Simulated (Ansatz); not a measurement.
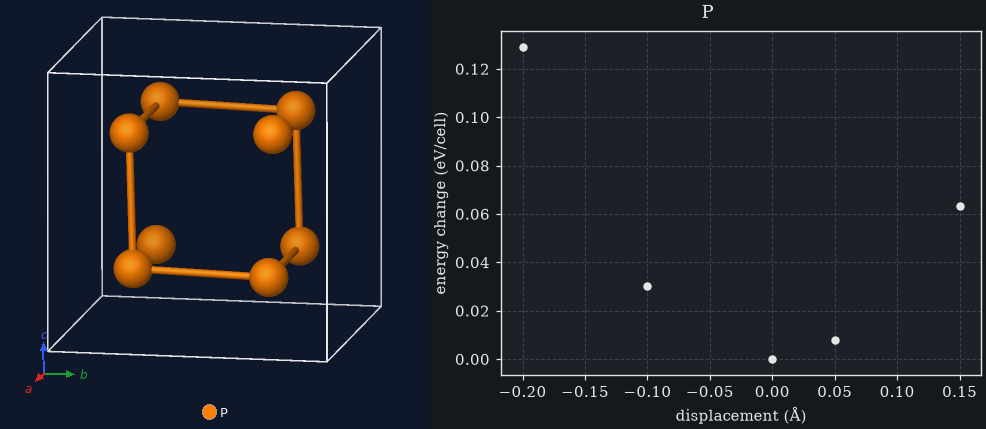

The figure shows the energy change against displacement for P, space group R-3m (No. 166). The cell is drawn beside the plot.

Starting cell:
```
CELL_PARAMETERS angstrom
-3.39340 -1.95918 2.77752
3.39340 -1.95918 2.77752
0.00000 3.91836 2.77752
ATOMIC_POSITIONS crystal
P 0.24129 0.24129 0.24129
P 0.74129 0.74129 0.24129
P 0.74129 0.24129 0.74129
P 0.24129 0.74129 0.74129
P 0.75871 0.75871 0.75871
P 0.25871 0.25871 0.75871
P 0.25871 0.75871 0.25871
P 0.75871 0.25871 0.25871
```

Computed with Ansatz 0.2.0: one atom of a crystal moved along a line, all else fixed, by plane-wave density functional theory with PAW datasets, free energies less that of the undisturbed cell; scalar-relativistic. Level: PBEsol with D3(BJ), no spin polarisation.

- wave cutoff: 420 eV
- k mesh: 12×12×12
- occupations: Gaussian
- smearing width: 0.15 eV
- k shift: (0, 0, 0) (mesh steps)
- start: relaxed
- moved atom: 1
- direction: (0, 0, 1) (Cartesian unit vector)

> Is the given structure stable along this path?

Yes: the energy rises on both sides of the starting structure, which is therefore a minimum along this path.
